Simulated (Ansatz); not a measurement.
# Run report: NiSi$_{2}$, geometry relaxation

- system: NiSi$_{2}$ (Fm-3m, 3 atoms in the cell)
- method: DFT PBE+D3(BJ), scalar-relativistic, plane waves, PAW, no spin polarisation (Ansatz 0.2.0)

The structure was made by a generator, so it may or may not be a known phase. Figures and captions count atoms from 1; the log counts them from 0 in places.

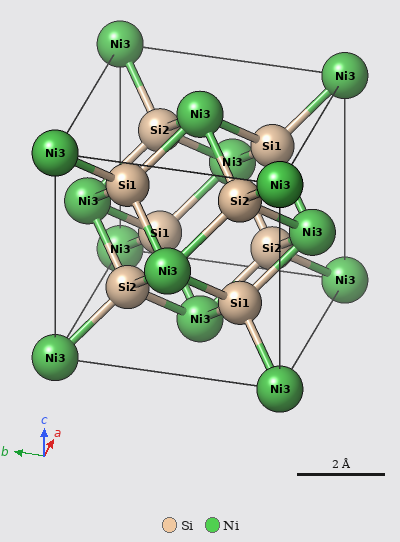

Fig. 1: The input geometry (ball-and-stick view of the cell 4 times as large as that of the calculation, set on its symmetry axes, seen at an oblique angle; atoms are numbered from 1 in the order of the input). Near neighbours in the crystal (not all of them lie inside the picture): Si has 4 Ni at 2.33 Å; Ni has 8 Si at 2.33 Å.

Input:
```yaml
crystal:
  lattice:
    - [0.0, 2.69315505, 2.69315505]
    - [2.69315505, 0.0, 2.69315505]
    - [2.69315505, 2.69315505, 0.0]
  atoms:
    - { symbol: Si, position: [0.25, 0.25, 0.25] }
    - { symbol: Si, position: [0.75, 0.75, 0.75] }
    - { symbol: Ni, position: [0.0, 0.0, 0.0] }
basis:
  ecutwfc: 420
kpoints:
  mp_grid: { grid: [14, 14, 14] }
hamiltonian:
  xc: pbe
  dispersion: d3bj
scf:
  occupations: { method: gaussian, width: 0.1 }
output:
  forces: true
  stress: true
  eigenvalues: true
  write_density: true
  write_potential: true
  elf: true
  volumetric_format: npy
relax:
  adjacent_minimum: "off"
  f_tol: 0.01
  max_steps: 80
  cell: { stress_tol: 0.05 }
```

Run as:
```bash
ansatz run input.yaml --threads 1 --pin off --max-ram 2048MiB --backend cpu --events-out ev --progress --plain --runs-dir out
```

Log:
```
Engine: ansatz 0.2.0, x86_64-unknown-linux-gnu
Pseudopotentials: kind: paw
Pseudopotential: Si, paw, valence charge 4, recommended cutoff 420 eV (normal), Si.paw.azcp
Pseudopotential: Ni, paw, valence charge 18, recommended cutoff 420 eV (normal), Ni.paw.azcp
Functional definition: PBE
  parameter kappa = 0.804
  parameter beta = 0.06672455060314922
  exchange = pbe_x(kappa = kappa, mu = beta*pi^2/3)
  correlation = pbe_c(beta = beta)
Crystal: 3 atoms, lattice volume = 39.067 Å³
Basis set: ecut = 420 eV, 749 PW (Γ), exchange–correlation on 54×54×54 points (8 copies of the dense FFT grid, shifted against one another)
Bands: 17, of which v1, the nominal top of the filled ones, is band 13 counted from 1 (12 counted from 0)
Symmetry: 48 space group operations
Space group: Fm-3m (ITA 225), of the structure as read, at distance tolerance 3.4e-5 Å
k-points: 104 of 2744
Non-local potential: Si, projectors of the file, l = 0: 2, l = 1: 2, l = 2: 2
Non-local potential: Ni, projectors of the file, l = 0: 3, l = 1: 2, l = 2: 3, l = 3: 1
PAW form: soft (Blöchl's): semilocal exchange-correlation on the pseudo side does not see the compensation charge
PAW one-centre angular grid: Si, 110 points (default); XC on 64 Gauss nodes
PAW one-centre angular grid: Ni, 590 points (default); XC on 64 Gauss nodes
Initial density: superposition of atomic densities (neutral atoms: chi_scale 0, normalization atom), corrected by the library's trained network
Initial wavefunctions: pseudopotential atomic-orbital guess
Functional: x = pbe(κ = 0.804, μ = 0.2195149727645171), c = pbe(β = 0.06672455060314922)
SCF iter   1: F=—  HF=-7113.738406 eV  |F-HF|=—  |Δ(HF+E_count)|=         —  Δρ=1.06e-2  dr2=3.12e-2  ethr=1.77e-3  ⟨swp⟩=5.1  Hψ=9070  notcnv=0
preconditioner: auto → Kerker (q_TF=auto, 2.549 Å⁻¹)  [metal: Δε(μ)=0.086 eV  Ē_g=8.298 eV  σ=0.100 eV  W_gap=0.45  n_scr=14 (ndim 8)  ℏωp=25.2 eV  f_vac=0.000  D(μ)=0.96/eV (n_scr^D=8)]
SCF iter   2: F=—  HF=-7113.735986 eV  |F-HF|=—  |Δ(HF+E_count)|=   2.42e-3  Δρ=3.29e-3  dr2=3.97e-3  ethr=1.20e-4  ⟨swp⟩=1.7  Hψ=2703  notcnv=0
SCF iter   3: F=—  HF=-7113.735602 eV  |F-HF|=—  |Δ(HF+E_count)|=   3.84e-4  Δρ=8.88e-4  dr2=3.81e-4  ethr=1.53e-5  ⟨swp⟩=1.0  Hψ=1759  notcnv=0  defer=2
SCF iter   4: F=—  HF=-7113.735612 eV  |F-HF|=—  |Δ(HF+E_count)|=   9.51e-6  Δρ=2.89e-4  dr2=3.19e-5  ethr=1.46e-6  ⟨swp⟩=2.7  Hψ=2800  notcnv=0  defer=2
SCF iter   5: F=—  HF=-7113.735625 eV  |F-HF|=—  |Δ(HF+E_count)|=   1.28e-5  Δρ=8.27e-5  dr2=4.28e-6  ethr=1.23e-7  ⟨swp⟩=2.1  Hψ=2193  notcnv=0  defer=2
SCF iter   6: F=—  HF=-7113.735627 eV  |F-HF|=—  |Δ(HF+E_count)|=   2.54e-6  Δρ=2.09e-5  dr2=3.18e-7  ethr=1.65e-8  ⟨swp⟩=2.3  Hψ=2728  notcnv=0  defer=2
SCF iter   7: F=-7113.735627 eV  HF=-7113.735627 eV  |F-HF|=5.81e-8  |Δ(HF+E_count)|=   8.22e-8  Δρ=1.45e-5  dr2=7.77e-8  ethr=3.85e-10  ⟨swp⟩=9.3  Hψ=12858  notcnv=0
SCF 1 converged in 7 iterations: F = -7113.735627 eV  dr2 = 7.77e-8
  greatest PAW one-centre occupation: 1.000 electrons in one spin orbital (limit 2), on the Ni atom at site 2 (counted from 0), in its partial waves of l = 1
relax step   1: F+E_penalty+E_count = -7113.73562713 eV  Δ(F+E_penalty+E_count) = +0.000e0 eV  max|allowed force component| = 2.159e-17 eV/Å  Δτ_max = 0.0000 Å  P = -0.407 GPa  Ω = 39.067 Å³  (7 SCF iters, dr2 threshold 1.00e-7 eV, accepted)
Crystal: 3 atoms, lattice volume = 39.014 Å³
Initial density: handed on by an earlier stage of this run
Initial wavefunctions: those handed on with the density
iter 1 solved again at ethr=4.63e-8 eV; its pass at ethr=3.10e-3 eV (dr2=1.20e-5 eV) is discarded
SCF iter   1: F=—  HF=-7113.735750 eV  |F-HF|=—  |Δ(HF+E_count)|=         —  Δρ=2.12e-4  dr2=1.09e-5  ethr=4.63e-8  ⟨swp⟩=2.0  Hψ=9905  notcnv=0
preconditioner: auto → Kerker (q_TF=auto, 2.550 Å⁻¹)  [metal: Δε(μ)=0.054 eV  Ē_g=8.337 eV  σ=0.100 eV  W_gap=0.29  n_scr=14 (ndim 8)  ℏωp=25.2 eV  f_vac=0.000  D(μ)=0.90/eV (n_scr^D=8)]
SCF iter   2: F=—  HF=-7113.735745 eV  |F-HF|=—  |Δ(HF+E_count)|=   5.45e-6  Δρ=7.04e-5  dr2=2.07e-6  ethr=4.20e-8  ⟨swp⟩=1.2  Hψ=1851  notcnv=0
SCF iter   3: F=—  HF=-7113.735744 eV  |F-HF|=—  |Δ(HF+E_count)|=   3.54e-7  Δρ=3.24e-5  dr2=6.09e-7  ethr=7.94e-9  ⟨swp⟩=1.0  Hψ=1768  notcnv=0
iter 4 did not close the SCF: its close was put off for the readings that it lacked (scf_convergence_deferred on its scf_iter line)
SCF iter   4: F=-7113.735744 eV  HF=-7113.735744 eV  |F-HF|=6.17e-8  |Δ(HF+E_count)|=   9.56e-9  Δρ=1.79e-5  dr2=1.33e-7  ethr=2.34e-9  ⟨swp⟩=2.2  Hψ=2704  notcnv=0
iter 5 did not close the SCF: its close was put off for the readings that it lacked (scf_convergence_deferred on its scf_iter line)
SCF iter   5: F=-7113.735744 eV  HF=-7113.735744 eV  |F-HF|=3.73e-10  |Δ(HF+E_count)|=   1.88e-8  Δρ=4.87e-6  dr2=7.50e-9  ethr=5.13e-10  ⟨swp⟩=2.4  Hψ=2557  notcnv=0
SCF iter   6: F=-7113.735744 eV  HF=-7113.735744 eV  |F-HF|=1.16e-10  |Δ(HF+E_count)|=   2.88e-9  Δρ=8.88e-7  dr2=3.77e-10  ethr=2.88e-11  ⟨swp⟩=5.7  Hψ=9989  notcnv=0
SCF 2 converged in 6 iterations: F = -7113.735744 eV  dr2 = 3.77e-10
relax step   2: F+E_penalty+E_count = -7113.73574430 eV  Δ(F+E_penalty+E_count) = -1.172e-4 eV  max|allowed force component| = 1.141e-16 eV/Å  Δτ_max = 0.0000 Å  P = -0.192 GPa  Ω = 39.014 Å³  energy of the carried Pulay correction = +1.633e-5 eV  (6 SCF iters, dr2 threshold 3.00e-7 eV, accepted)
Crystal: 3 atoms, lattice volume = 38.966 Å³
iter 1 solved again at ethr=4.11e-8 eV; its pass at ethr=3.10e-3 eV (dr2=1.07e-5 eV) is discarded
SCF iter   1: F=—  HF=-7113.735793 eV  |F-HF|=—  |Δ(HF+E_count)|=         —  Δρ=2.00e-4  dr2=9.69e-6  ethr=4.11e-8  ⟨swp⟩=2.0  Hψ=9907  notcnv=0
preconditioner: auto → Kerker (q_TF=auto, 2.550 Å⁻¹)  [metal: Δε(μ)=0.058 eV  Ē_g=8.346 eV  σ=0.100 eV  W_gap=0.30  n_scr=14 (ndim 8)  ℏωp=25.2 eV  f_vac=0.000  D(μ)=0.91/eV (n_scr^D=8)]
SCF iter   2: F=—  HF=-7113.735788 eV  |F-HF|=—  |Δ(HF+E_count)|=   5.43e-6  Δρ=6.40e-5  dr2=1.60e-6  ethr=3.73e-8  ⟨swp⟩=1.1  Hψ=1833  notcnv=0
SCF iter   3: F=—  HF=-7113.735787 eV  |F-HF|=—  |Δ(HF+E_count)|=   2.77e-7  Δρ=2.80e-5  dr2=4.34e-7  ethr=6.14e-9  ⟨swp⟩=1.0  Hψ=1768  notcnv=0
SCF iter   4: F=—  HF=-7113.735787 eV  |F-HF|=—  |Δ(HF+E_count)|=  1.23e-10  Δρ=1.66e-5  dr2=1.16e-7  ethr=1.67e-9  ⟨swp⟩=2.2  Hψ=2705  notcnv=0
iter 5 did not close the SCF: its close was put off for the readings that it lacked (scf_convergence_deferred on its scf_iter line)
SCF iter   5: F=-7113.735787 eV  HF=-7113.735787 eV  |F-HF|=5.57e-10  |Δ(HF+E_count)|=   1.39e-8  Δρ=4.32e-6  dr2=5.64e-9  ethr=4.45e-10  ⟨swp⟩=2.5  Hψ=2585  notcnv=0
SCF iter   6: F=-7113.735787 eV  HF=-7113.735787 eV  |F-HF|=1.26e-10  |Δ(HF+E_count)|=   2.24e-9  Δρ=8.31e-7  dr2=3.24e-10  ethr=2.17e-11  ⟨swp⟩=5.6  Hψ=9856  notcnv=0
SCF 3 converged in 6 iterations: F = -7113.735787 eV  dr2 = 3.24e-10
relax step   3: F+E_penalty+E_count = -7113.73578738 eV  Δ(F+E_penalty+E_count) = -4.308e-5 eV  max|allowed force component| = 1.349e-16 eV/Å  Δτ_max = 0.0000 Å  P = +0.002 GPa  Ω = 38.966 Å³  energy of the carried Pulay correction = +3.091e-5 eV  (6 SCF iters, dr2 threshold 9.21e-8 eV, accepted)
Initial wavefunctions: pseudopotential atomic-orbital guess (no wavefunctions were taken with the density)
iter 1 solved again at ethr=4.53e-7 eV; its pass at ethr=3.10e-3 eV (dr2=1.18e-4 eV) is discarded
SCF iter   1: F=—  HF=-7113.735751 eV  |F-HF|=—  |Δ(HF+E_count)|=         —  Δρ=3.80e-6  dr2=9.31e-10  ethr=4.53e-7  ⟨swp⟩=3.0  Hψ=13501  notcnv=0
eigensolver tolerance schedule: the retry pair's looser diagonalisation over-reported the residual by 126415.89 of it (diagonalisation noise at an unbounded share of the residual, at the tolerance the schedule requests for it); recorded, not acted on — ethr = c·dr2/N_el stays at c = 1.0e-1
preconditioner: auto → Kerker (q_TF=auto, 2.550 Å⁻¹)  [metal: Δε(μ)=0.057 eV  Ē_g=8.346 eV  σ=0.100 eV  W_gap=0.30  n_scr=14 (ndim 8)  ℏωp=25.2 eV  f_vac=0.000  D(μ)=0.90/eV (n_scr^D=8)]
SCF iter   2: F=—  HF=-7113.735749 eV  |F-HF|=—  |Δ(HF+E_count)|=   2.63e-6  Δρ=2.57e-6  dr2=1.47e-9  ethr=3.58e-12  ⟨swp⟩=3.6  Hψ=4642  notcnv=0
SCF iter   3: F=—  HF=-7113.735749 eV  |F-HF|=—  |Δ(HF+E_count)|=  6.82e-10  Δρ=9.64e-7  dr2=2.02e-10  ethr=3.58e-12  ⟨swp⟩=1.1  Hψ=1811  notcnv=0
iter 4 did not close the SCF: its close was put off for the readings that it lacked (scf_convergence_deferred on its scf_iter line)
SCF iter   4: F=-7113.735749 eV  HF=-7113.735749 eV  |F-HF|=0.00e0  |Δ(HF+E_count)|=  2.30e-10  Δρ=2.90e-7  dr2=2.75e-11  ethr=1.00e-12  ⟨swp⟩=2.1  Hψ=2512  notcnv=0
iter 5 did not close the SCF: its close was put off for the readings that it lacked (scf_convergence_deferred on its scf_iter line)
SCF iter   5: F=-7113.735749 eV  HF=-7113.735749 eV  |F-HF|=1.82e-12  |Δ(HF+E_count)|=  1.18e-11  Δρ=7.82e-8  dr2=3.02e-12  ethr=1.00e-12  ⟨swp⟩=1.0  Hψ=1768  notcnv=0
iter 6 did not close the SCF: its close was put off for the readings that it lacked (scf_convergence_deferred on its scf_iter line)
SCF iter   6: F=-7113.735749 eV  HF=-7113.735749 eV  |F-HF|=9.09e-13  |Δ(HF+E_count)|=    0.00e0  Δρ=2.33e-8  dr2=3.19e-13  ethr=1.00e-12  ⟨swp⟩=1.0  Hψ=1768  notcnv=0
iter 7 did not close the SCF: its close was put off for the readings that it lacked (scf_convergence_deferred on its scf_iter line)
SCF iter   7: F=-7113.735749 eV  HF=-7113.735749 eV  |F-HF|=9.09e-13  |Δ(HF+E_count)|=  9.09e-13  Δρ=9.68e-9  dr2=3.32e-14  ethr=1.00e-12  ⟨swp⟩=1.0  Hψ=1768  notcnv=0
SCF iter   8: F=-7113.735749 eV  HF=-7113.735749 eV  |F-HF|=0.00e0  |Δ(HF+E_count)|=  9.09e-13  Δρ=3.32e-9  dr2=3.44e-15  ethr=1.00e-12  ⟨swp⟩=2.8  Hψ=5476  notcnv=0
SCF 4 converged in 8 iterations: F = -7113.735749 eV  dr2 = 3.44e-15
relax step   4: F+E_penalty+E_count = -7113.73574862 eV  Δ(F+E_penalty+E_count) = +3.876e-5 eV  max|allowed force component| = 1.241e-16 eV/Å  Δτ_max = 0.0000 Å  P = +0.002 GPa  Ω = 38.966 Å³  stress off target by 1.73e-3 GPa  SCF on the basis re-selected at this cell (its energy is not comparable with the rows above)  (8 SCF iters)
```

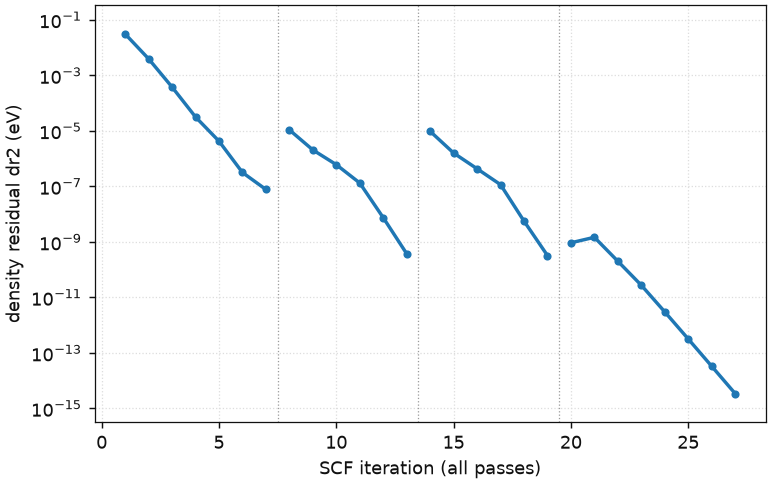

Fig. 2: Convergence of the self-consistent field: density residual dr2 against the SCF iteration. The dotted lines part the SCF passes of the relaxation: geometry steps, rejected trials and re-solves on a re-selected basis. The passes take 7, 6, 6 and 8 iterations.

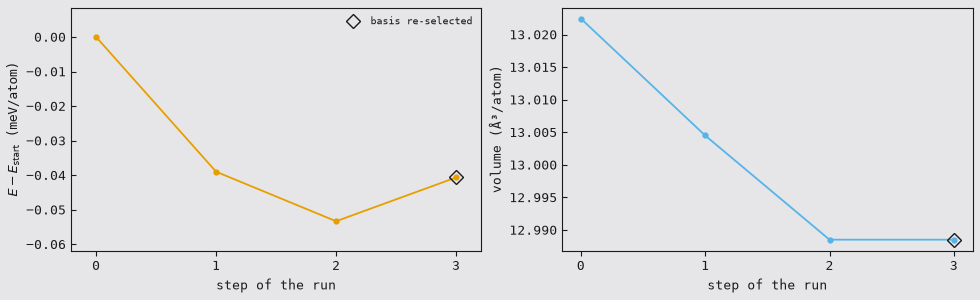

Fig. 3: Progress of the relaxation, step by step (the first geometry is step 0 here and step 1 in the log). Over 2 geometry steps the energy falls by 0.1 meV per atom. All forces vanish by symmetry, so only the cell relaxes. Pressure: −0.41 GPa at the start and 0.00 GPa at the end. No atom moves by more than 0.005 Å relative to the cell. A last SCF at the same geometry on a re-selected plane-wave basis shifts the energy by +0.0 meV per atom.

```
basis re-selected at this cell: Δ(F+E_penalty+E_count) = +3.876e-5 eV, ΔP = -0.000 GPa vs the last step (what re-selecting the basis moved, of the pressure what is left beyond the Pulay correction that the steps carried, after the strain that the cell walked since its last selection, with what the two solves' SCF thresholds leave and, on support functions, any second-order correction that the steps lacked; it is no measure of the basis error at this ecutwfc). This SCF's stress stands 1.73e-3 GPa from its target on what of the cell is left free (relax.cell.stress_tol is 5.00e-2 GPa) and its largest allowed force component is 1.24e-16 eV/Å (relax.f_tol is 1.00e-2 eV/Å): within both
SCF converged after 8 iterations
Free energy (F): -7113.735749 eV
Harris-Foulkes:  -7113.735749 eV  (|F-HF|=0.00e0)
Internal energy: -7113.731225 eV  (E = F + TS)
E sigma→0 (E₀):  -7113.733487 eV
Entropy (-TS):   -0.004524 eV (-1.508 meV/atom)
Fermi energy:    13.585476 eV
--- Per-component energies (eV) ---
  E_band       = -339.558408
  E_kinetic    = 371.629916
  E_local      = -4888.032939  (includes V_loc(G=0)·N_el)
  E_nonlocal   = 679.379557
  E_hartree    = 2114.927015
  E_xc         = -199.838448
  E_vxc        = -209.243782  (∫ρ·V_xc dr)
  E_paw        = -2651.145156  (= ΣΔE_a)
  E_vpaw       = -523.145797  (= ΣTr[D̂ρ^β])
  E_aug_tail   = 0.000614  (compensation charges beyond the density's cutoff)
  E_ewald      = -2539.297552
  E_disp       = -1.354230  (pairwise vdW)
  E_smearing   = -0.004524  (= −TS)
  E_closure    = 0.000000  (closes the sum)
  Σ components = -7113.735749   (vs F -7113.735749, Δ=0.00e0)
--- Forces (eV/Å), atoms counted from 1 ---
  atom   1  Si     0.00000000     0.00000000     0.00000000
  atom   2  Si    -0.00000000    -0.00000000    -0.00000000
  atom   3  Ni     0.00000000    -0.00000000    -0.00000000
  max |Σ_I F_I| component: 2.31e-17 eV/Å
--- Stress (GPa, compression-positive) ---
        0.001734      -0.000000      -0.000000
       -0.000000       0.001734      -0.000000
       -0.000000      -0.000000       0.001734
  P = ⅓ Tr σ = 0.0017 GPa (0.017 kbar)
--- Band table (eV; the first three rows and the last of 104) ---
  k-point 0: bands = ["-91.1544", "-51.5518", "-51.5518", "-51.5518", "-0.4807", "8.2253", "8.2253", "8.2253", "9.9473", "9.9473", "13.3235", "15.2644", "15.2644", "15.2644", "15.7547", "15.7547", "15.7547"]
  k-point 1: bands = ["-91.1544", "-51.5518", "-51.5518", "-51.5518", "-0.4042", "8.0711", "8.2500", "8.2500", "9.9322", "9.9322", "13.2124", "14.3773", "14.8207", "14.8207", "16.2128", "16.2128", "16.8314"]
  k-point 2: bands = ["-91.1544", "-51.5520", "-51.5518", "-51.5518", "-0.1755", "7.6309", "8.3195", "8.3195", "9.8966", "9.8966", "12.4265", "14.2031", "14.2346", "14.2346", "16.5366", "16.5366", "17.6268"]
  k-point 103: bands = ["-91.1544", "-51.5526", "-51.5524", "-51.5522", "4.2740", "4.7795", "6.1695", "6.8847", "9.6559", "9.7856", "9.8667", "10.2942", "11.0346", "15.1048", "16.5178", "17.5638", "19.4580"]
--- Relaxed structure (3 steps of the walk, 3 accepted, 1 SCFs on fresh bases) ---
  F+E_penalty+E_count = -7113.73574862 eV   max|allowed force component| = 1.241e-16 eV/Å   (the final SCF, on the basis selected at the relaxed cell)
  cell:  # Å, volume = 38.9655 Å³
    - [4.9042955816620045e-34, 2.690813231475742, 2.690813231475742]
    - [2.690813231475742, -5.063525957689993e-34, 2.690813231475742]
    - [2.690813231475742, 2.690813231475742, 4.108143701522069e-34]
  atoms:
    - { symbol: Si, position: [0.24999999999999997, 0.24999999999999997, 0.24999999999999997] }
    - { symbol: Si, position: [0.7500000000000001, 0.7500000000000001, 0.7500000000000001] }
    - { symbol: Ni, position: [3.712169799974988e-35, -3.6873392327510753e-35, -5.003359295618462e-35] }
```

Trajectory as extended XYZ (Å, eV, eV/Å), 4 frames, from step=1 to step=4:
```
3
Lattice="0.0000 2.6932 2.6932 2.6932 0.0000 2.6932 2.6932 2.6932 0.0000" Properties=species:S:1:pos:R:3:forces:R:3 step=1 energy=-7113.73563 pressure_GPa=-0.41
Si    1.3466    1.3466    1.3466    0.0000   0.0000   0.0000
Si    4.0397    4.0397    4.0397    0.0000   0.0000   0.0000
Ni    0.0000    0.0000    0.0000    0.0000   0.0000   0.0000
3
Lattice="0.0000 2.6919 2.6919 2.6919 0.0000 2.6919 2.6919 2.6919 0.0000" Properties=species:S:1:pos:R:3:forces:R:3 step=2 energy=-7113.73574 pressure_GPa=-0.19
Si    1.3460    1.3460    1.3460    0.0000   0.0000   0.0000
Si    4.0379    4.0379    4.0379    0.0000   0.0000   0.0000
Ni    0.0000    0.0000    0.0000    0.0000   0.0000   0.0000
3
Lattice="0.0000 2.6908 2.6908 2.6908 0.0000 2.6908 2.6908 2.6908 0.0000" Properties=species:S:1:pos:R:3:forces:R:3 step=3 energy=-7113.73579 pressure_GPa=0.00
Si    1.3454    1.3454    1.3454    0.0000   0.0000   0.0000
Si    4.0362    4.0362    4.0362    0.0000   0.0000   0.0000
Ni    0.0000    0.0000    0.0000    0.0000   0.0000   0.0000
3
Lattice="0.0000 2.6908 2.6908 2.6908 0.0000 2.6908 2.6908 2.6908 0.0000" Properties=species:S:1:pos:R:3:forces:R:3 step=4 energy=-7113.73575 pressure_GPa=0.00
Si    1.3454    1.3454    1.3454    0.0000   0.0000   0.0000
Si    4.0362    4.0362    4.0362    0.0000   0.0000   0.0000
Ni    0.0000    0.0000    0.0000    0.0000   0.0000   0.0000
```

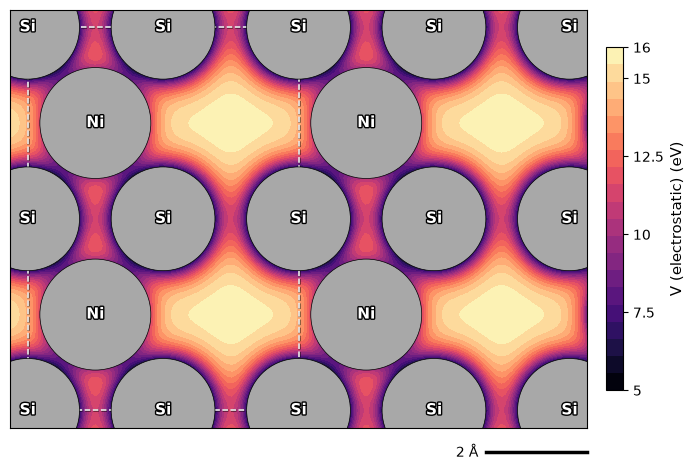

Fig. 4: Electrostatic potential (local pseudopotential plus Hartree) felt by an electron on the (101) plane of the conventional cell. Grey discs, where drawn, cover atomic cores. The section cuts through Si and Ni sites. Outside the cores the potential energy rises away from the atoms and is highest about 2.3 Å from the nearest atoms; outside the discs it spans about 10 eV, and its zero is arbitrary. Core electrons are frozen (PAW), so the fields are smoothed inside the atomic spheres.

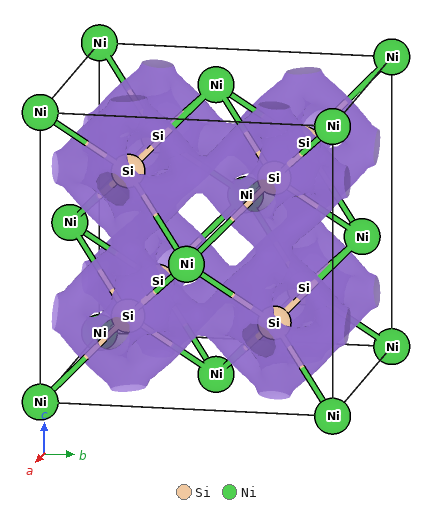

Fig. 5: Isosurface of the ELF at 0.6 (purple), seen slightly off an axis. Only the valence region is drawn (cores and ρ < 0.01 e/Å³ removed). Sticks mark near contacts. The outline is the cell set on symmetry axes. The ELF exceeds this value in one network that runs through the whole crystal, counted in one cell of 12 atoms. Along the contacts the grid gives the following. Si–Ni (2.33 Å): the ELF is about 0.50 at the midpoint.

Key numbers:

| quantity | value |
| --- | --- |
| outcome | converged |
| space group (tolerance 0.01 Å) | Fm-3m (225) |
| electrons treated | 26 |
| free energy | −7113.7357 eV |
| Fermi energy | 13.585 eV |
| gap on the k-point mesh | none (metallic) |
| pressure | 0.00 GPa |
| final volume | 38.97 Å³ |
| largest force (length of the vector) at the end | under 0.001 eV/Å |
| final cell | a = 3.805 Å, b = 3.805 Å, c = 3.805 Å, α = 60.00°, β = 60.00°, γ = 60.00° |
| hardware | 1 thread of AMD EPYC (Zen 3), 192 GiB of memory available, shared host |
| wall time | 25 s |
| peak memory | 0.44 GiB |

The run has no spin polarisation, so a magnetic state may lie lower.
